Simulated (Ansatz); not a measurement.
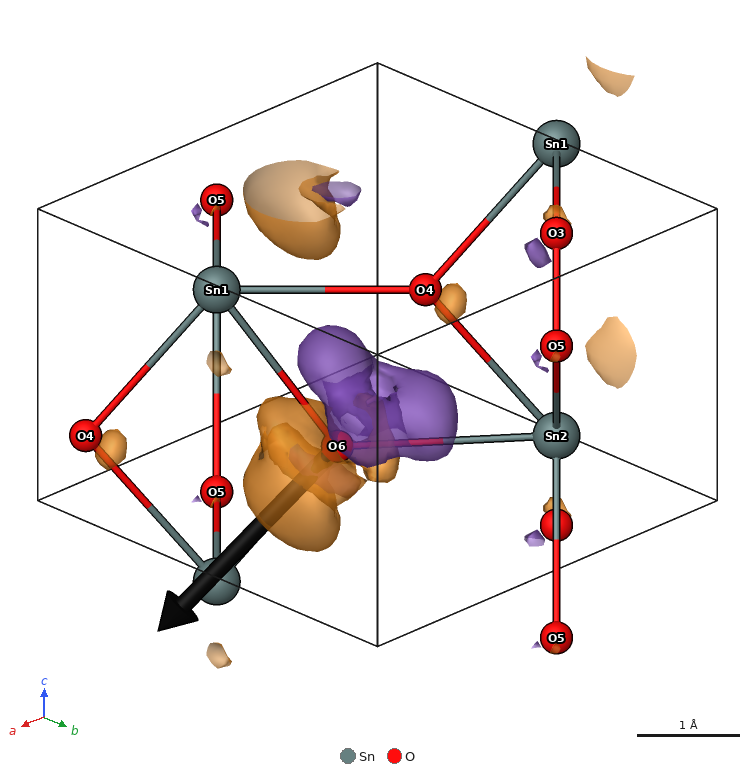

*SnO2. O6 was moved by 0.15 Å roughly along [1 −1 −2] in the axes of the cell drawn (arrow, not to scale). Change of the density less the rigid motion of the neutral atom's own density: orange surfaces at +0.03 and purple ones at −0.03 e/Å³, in the cell of the calculation (origin moved) seen along [111].*

Space group P4_2/mnm; the calculation finds a residual pressure of about 14 GPa at this fixed cell. So large a residual pressure suggests that the database cell is idealised or belongs to other conditions.

These are results of DFT PBE, scalar-relativistic, plane waves, PAW (Ansatz 0.2.0), not measurements.

Core electrons are frozen (PAW), so the fields are smoothed inside the atomic spheres.

Q: How do the electrons respond beyond following the atom?

A: About 0.16 e is rearranged in the cell. Outside the cores the largest gain, 0.09 e/Å³, lies 0.7 Å from an oxygen nucleus and 1.2 Å from a tin one, and the largest loss lies at the edge of the masked core of O.

Q: What restoring force does the calculation give for this move?

A: The force on it changes by 3.52 eV/Å along the move, against it: a stiffness of about 23 eV/Å² for this sublattice shift.

Run times: 62 s (moved atom) and 48 s (base cell), on 2 threads of Intel(R) Xeon(R) Platinum 8259CL CPU @ 2.50GHz (Skylake/Cascade Lake), on a shared host.
